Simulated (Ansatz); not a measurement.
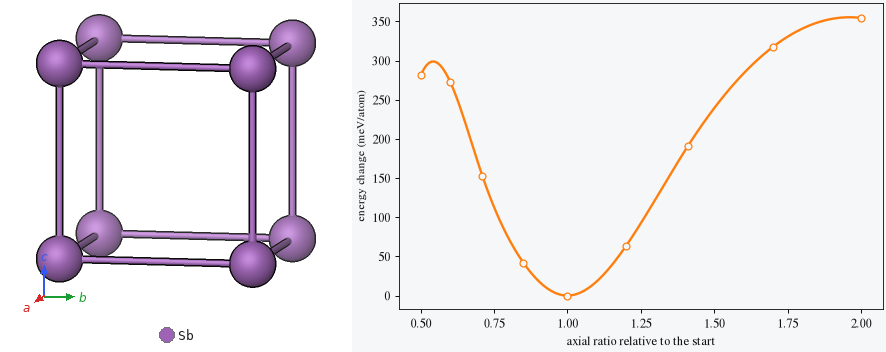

The figure shows the energy change against relative axial ratio for Sb, space group Pm-3m (No. 221). The cell is drawn beside the plot.

Structure:
```yaml
crystal:
  lattice:
    - [3.16000, 0.00000, 0.00000]
    - [0.00000, 3.16000, 0.00000]
    - [0.00000, 0.00000, 3.16000]
  atoms:
    - { symbol: Sb, position: [0.00000, 0.00000, 0.00000] }
```

Computed with Ansatz 0.2.0: deformation of a crystal at fixed volume, lengths along the axis scaled against those across it, fractional coordinates fixed, by plane-wave density functional theory with PAW datasets, free energies less that of the undisturbed cell, pressure positive in compression; scalar-relativistic. Level: PBEsol, no spin polarisation.

wave cutoff 420 eV; k mesh 16×16×16; occupations Gaussian; smearing width 0.15 eV; k shift (0, 0, 0) (mesh steps); start as given; path trigonal; axis direction (0.5774, 0.5774, 0.5774) (Cartesian unit vector).

From this curve and the settings, what does the calculation give for the pressure at the same points?

The pressure goes from −8.670 GPa at relative axial ratio 0.50 to −8.138 GPa at 2.00, not monotonically, with a high of −4.902 GPa at 1.00.

| axial ratio relative to the start | pressure (GPa) |
| --- | --- |
| 0.50 | −8.670 |
| 0.60 | −7.703 |
| 0.71 | −6.599 |
| 0.85 | −5.271 |
| 1.00 | −4.902 |
| 1.20 | −5.242 |
| 1.41 | −6.274 |
| 1.70 | −7.566 |
| 2.00 | −8.138 |

Caveats: reference crystal is not relaxed.
